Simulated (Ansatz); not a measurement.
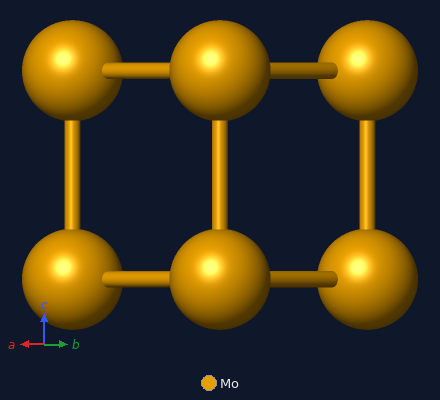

Mo (Pm-3m, No. 221): the geometry relaxed with DFT, LDA (PW92), plane waves (420 eV) with PAW, scalar-relativistic (Ansatz 0.2.0); the starting structure was generated, so it need not be a known form of this composition.

```
Mo
1.0
     2.55787    0.00000    0.00000
     0.00000    2.55787    0.00000
     0.00000    0.00000    2.55787
Mo
1
Direct
  0.00000 0.00000 0.00000
```

### What will a dark-field STEM-like image along [110] show? The image is simulated as a sum over atoms of Z^1.7, blurred by a 1.09 Å probe (no channelling). The probe carries 15 % of its weight in a tail 2.5 times as wide. The display is stretched by a gamma of 0.8; percentages refer to the linear signal. The speckle of an amorphous layer was added.

The columns repeat on a rectangular net of 1.81 × 2.56 Å (plane group p2mm). All columns are alike (Mo). The shortest distance between visible columns is 1.81 Å in projection. Along the beam the structure repeats every 3.62 Å.

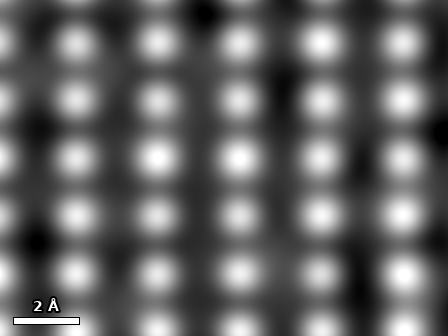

The simulated image.
